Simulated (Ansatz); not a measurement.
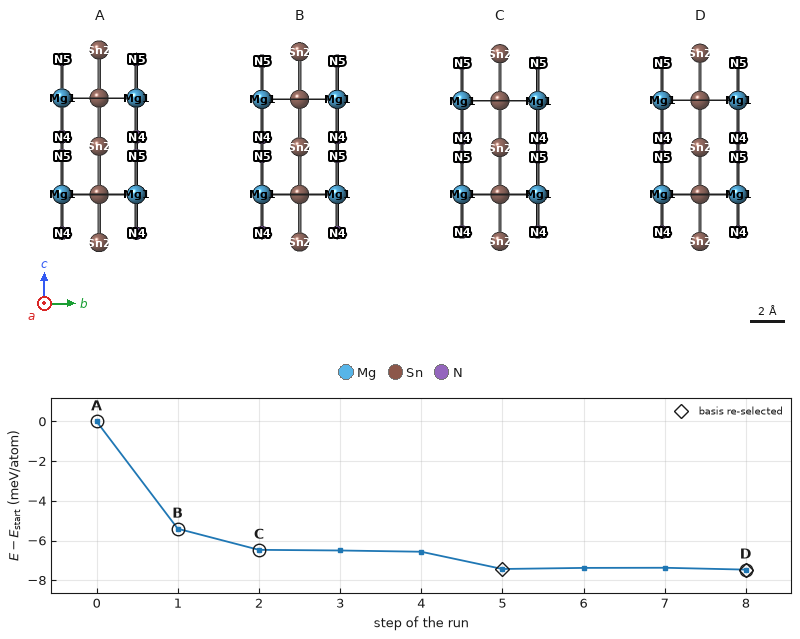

Frames of a relaxation of solid MgSn2N2 (a generated structure, set up in P4/mmm), marked on the history of the run. Style: ball-and-stick. Shown: the cell of the calculation, along the a axis.

The calculation used DFT PBE, scalar-relativistic, plane waves, PAW (Ansatz 0.2.0). Settings: plane-wave cutoff 420 eV; k-point mesh 8 × 8 × 8; occupations gaussian; smearing width 0.1 eV; no spin polarisation; cell and atoms relaxed; force threshold 0.01 eV/Å; at most 80 steps.

Describe the path.

Over 6 accepted moves (8 points after the start) the energy falls by 7.5 meV per atom. Largest force component: 0.34 eV/Å at the start, under 0.0001 eV/Å at the end. Pressure: −0.30 GPa at the start and 0.00 GPa at the end. The SCF was repeated twice at an unchanged geometry on a basis and grid sized afresh for the cell, which shifted the energy by 0.9 meV per atom at most. The largest moves relative to the cell, 0.010 Å, are those of N atoms. Sn and Mg stay in place. The drawn cell changes as follows: a = b 4.488 → 4.592 Å (+2.3 %), c 5.818 → 5.685 Å (−2.3 %); the volume changes by +2.3 %. Among the contacts that change: Sn–Sn 2.909 → 2.842 Å, Mg–N 2.338 → 2.275 Å, N–N 1.141 → 1.135 Å. The space group stays P4/mmm (No. 123). From step 0 to 1: volume +1.4 %, energy −5.4 meV per atom. From step 1 to 2: volume +0.1 %, energy −1.1 meV per atom. From step 2 to 8: volume +0.7 %, energy −1.0 meV per atom.

| step | E − E(0), meV/atom | largest force component, eV/Å | pressure, GPa | volume, Å³/atom | note |
| --- | --- | --- | --- | --- | --- |
| 0 | 0.00 | 0.3352 | -0.30 | 23.438 |  |
| 1 | -5.41 | 0.1538 | -0.23 | 23.764 |  |
| 2 | -6.47 | 0.2254 | 0.32 | 23.797 |  |
| 3 | -6.50 | 0.0552 | -0.09 | 23.941 |  |
| 4 | -6.56 | 0.0011 | 0.00 | 23.888 |  |
| 5 | -7.43 | 0.0034 | 0.05 | 23.888 | same geometry, new basis |
| 6 | -7.38 | 0.0208 | 0.01 | 23.965 |  |
| 7 | -7.37 | 0.0001 | 0.00 | 23.972 |  |
| 8 | -7.47 | 0.0000 | 0.00 | 23.972 | same geometry, new basis |
